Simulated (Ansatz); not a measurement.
**WSe₃: density, localisation and related maps**

Input file:

```
crystal:
  lattice:
    - [4.8870835389, 0.0, 0.0]
    - [0.0, 4.8870835389, 0.0]
    - [0.0, 0.0, 4.8870835389]
  atoms:
    - { symbol: W, position: [0.0, 0.0, 0.0] }
    - { symbol: Se, position: [0.0, 0.0, 0.5] }
    - { symbol: Se, position: [0.0, 0.5, 0.0] }
    - { symbol: Se, position: [0.5, 0.0, 0.0] }
basis:
  ecutwfc: 420
kpoints:
  mp_grid: { grid: [10, 10, 10] }
hamiltonian:
  xc: pbesol
scf:
  occupations: { method: gaussian, width: 0.1 }
output:
  forces: true
  stress: true
  eigenvalues: true
  write_density: true
  write_potential: true
  elf: true
  volumetric_format: npy
relax:
  adjacent_minimum: "off"
  f_tol: 0.005
  max_steps: 80
  cell: { stress_tol: 0.05 }
```

Run with:

```sh
ansatz run input.yaml --threads 2 --pin off --max-ram 6144MiB --backend cpu --events-out ev --progress --plain --runs-dir out
```

Below, planes, directions and counts refer to the conventional cell (a = 4.89 Å, b = 4.89 Å, c = 4.89 Å, α = 90.00°, β = 90.00°, γ = 90.00°).

The fields are those of the run's last geometry, not of the input's.

Space group Pm-3m.

All numbers below come from DFT PBEsol, scalar-relativistic, plane waves, PAW (Ansatz 0.2.0).

In a PAW calculation such maps are meaningful between the atoms, not at the nuclei.

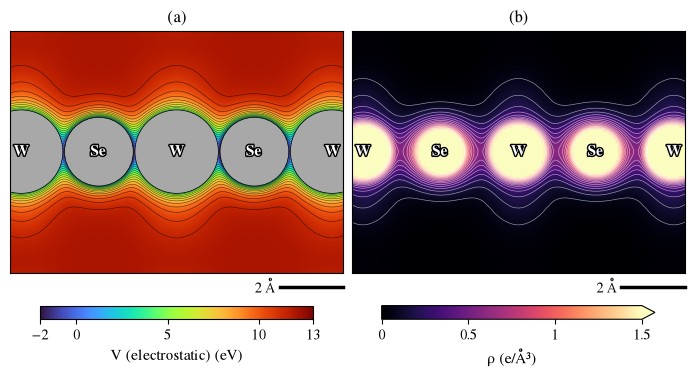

Figure 1. (a) electrostatic potential (local pseudopotential plus Hartree) felt by an electron; (b) valence electron density on the (011) plane of the conventional cell. Grey discs cover the atomic cores in the potential map.

Question: Describe what can be read from this map.

Answer: The section cuts through W and Se sites. W–Se (2.44 Å): ρ is about 0.59 e/Å³ halfway. The density dies away to nearly zero in the voids. Outside the cores the potential energy rises away from the atoms and is highest about 3.3 Å from the nearest atoms; its zero is arbitrary.

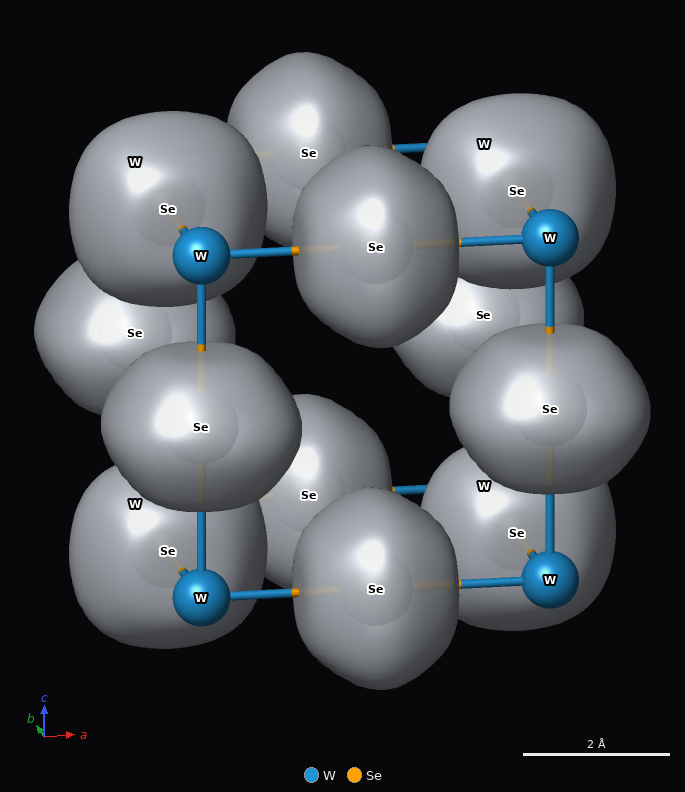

Figure 2. Isosurface of the electron localisation function at 0.6 (grey), seen slightly off an axis. Core shells and regions of very low density are left out. Sticks mark near contacts.

Question: Identify the bonds, lone pairs and shells in this picture.

Answer: The surface consists of three regions wrapped around Se (the valence shell of each), counted in one cell of 4 atoms. Regions shared between cells count once.


W–Se (2.44 Å): the ELF is about 0.40 at the midpoint.

Question: Metal or insulator at this level of theory?

Answer: It is metallic or semimetallic at this level of theory: no gap opens; semilocal functionals without U, or without the true magnetic order, often close the gap of such compounds.
